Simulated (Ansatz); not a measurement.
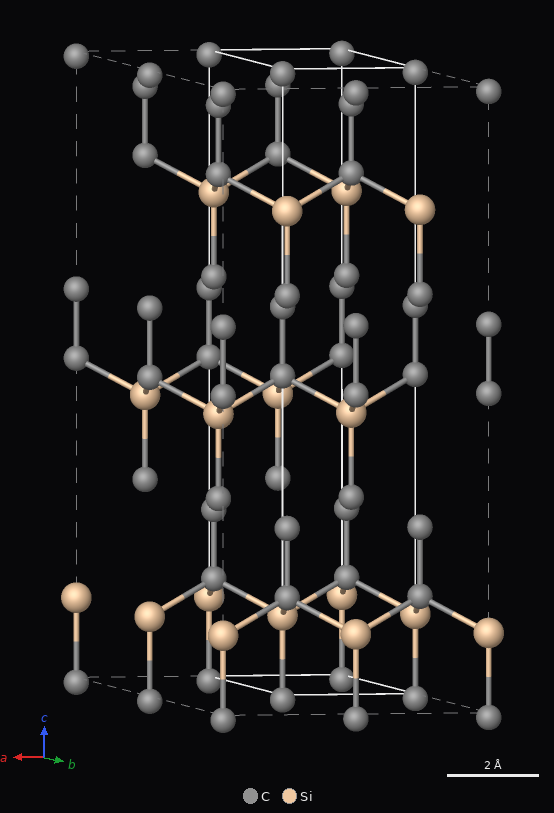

An orthographic ball-and-stick view of the structure, from a general direction. The solid box is one conventional unit cell, and 2×2×1 cells are shown.

SiC₃, space group R3m (No. 160), a = 2.93 Å, b = 2.93 Å, c = 14.01 Å, α = 90.00°, β = 90.00°, γ = 120.00°.

Theory: DFT, HSE06, plane waves, PAW in Ansatz 0.2.0. Numerical settings: plane waves up to 420 eV, k-points about 0.31 Å⁻¹ apart, no spin polarisation.

### Does it come out as a metal, or with a gap?

A semiconductor at this level, with a gap of 2.76 eV, indirect; the smallest direct gap is 3.97 eV.

### Under what pressure is the structure?

The computed pressure is -19.2 GPa (stretched: it would shrink). The stress isn't hydrostatic: its largest component is 25.2 GPa.

The cell started as a structure type filled with these elements by a generator (whether the compound takes this form wasn't checked). The cell was then strained or its atoms displaced on purpose. It was the input of a calculation with Ansatz.

At this level of theory the cell isn't at rest (stretched, at -19 GPa), so its distances can differ from those at equilibrium, the more so the softer the solid.
